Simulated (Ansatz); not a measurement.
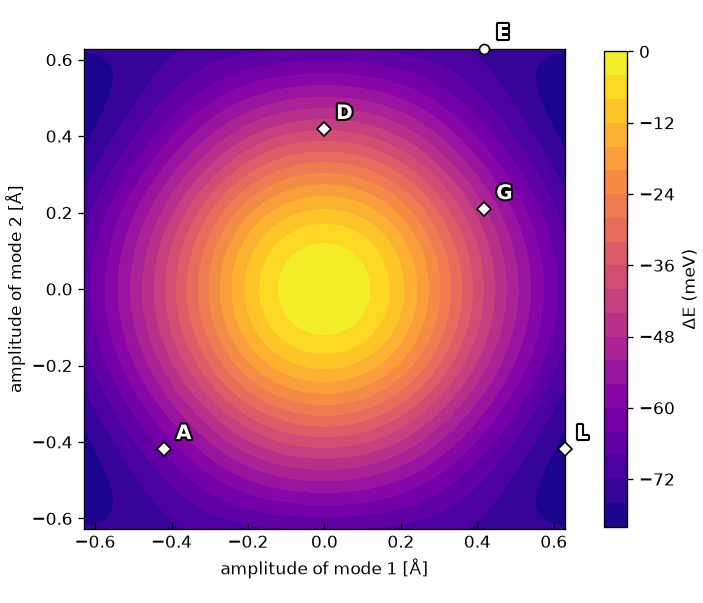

SnO₂ (P6_3/mmc, No. 194; 6 atoms in the cell). The energy is mapped over two normal modes frozen in (zone-centre modes of the 6-atom cell of this scan). The first coordinate is: amplitude of mode 1 (23i cm⁻¹), largest displacement; the second: amplitude of mode 2 (23i cm⁻¹), largest displacement. Nothing is relaxed (the cell and all other modes fixed). Grid: 7 × 7 points; 16 points were computed and 33 follow by symmetry. Points are written as (first, second). Energies: meV per cell, counted from the relaxed high-symmetry cell. The calculation used DFT PBEsol+D3(BJ), scalar-relativistic, plane waves, PAW in Ansatz. Settings: cutoff 520 eV, k-mesh 12×12×4 in the order of the run's cell vectors, gaussian smearing 0.05 eV, no spin polarisation.

Drawn: filled contours, lettered points. Between grid points the surface is interpolated.

What kind of point is each of A, D, G: minimum, saddle, maximum or slope?

A: on a slope; D: on a slope; G: on a slope. (In these two coordinates alone; a stationary point may lie a little off the grid point.)

Rank the lettered points by energy, lowest first.

L (−77.5 meV), E (−72.9 meV), A (−63.3 meV), G (−47.8 meV), D (−40.6 meV).

PAW datasets: the set soft_1.
